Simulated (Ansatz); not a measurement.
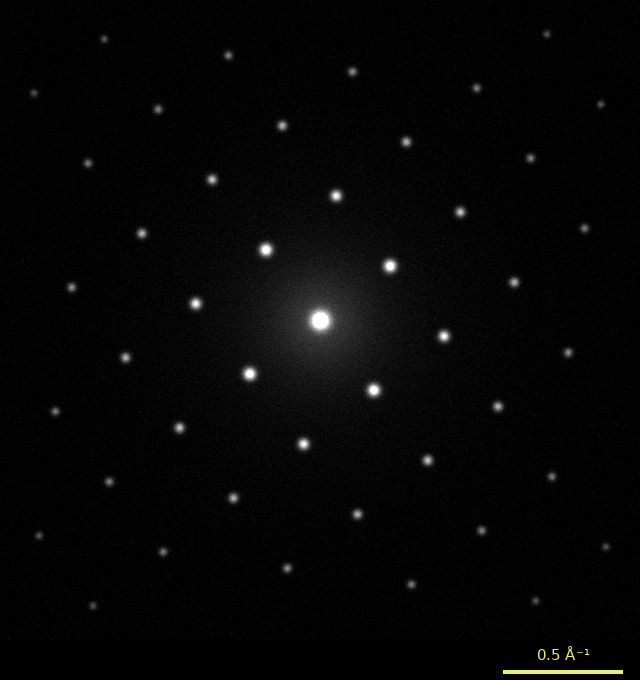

Computed electron diffraction pattern, 200 kV, single scattering only, B = 0.8 Å².

Read the repeat vectors of the pattern off the scale bar.

Answer. The spots form a square net with both shortest vectors at d = 2.68 Å, 90.0° apart.

What is the point symmetry of the pattern, intensities included?

Answer. 4mm. A fourfold pattern needs a tetragonal or cubic crystal seen along a 4 or -4 axis.

Which crystal and zone produced it?

Answer. This cannot be fixed from one zone alone; the pattern is [001] of Ti, space group Pm-3m (No. 221), a = 2.68 Å. The net vectors are 1 0 0 and 0 1 0. Structure: the input geometry of an electronic-structure calculation (not necessarily at equilibrium); the starting structure was generated, so it need not be a known form of this composition.
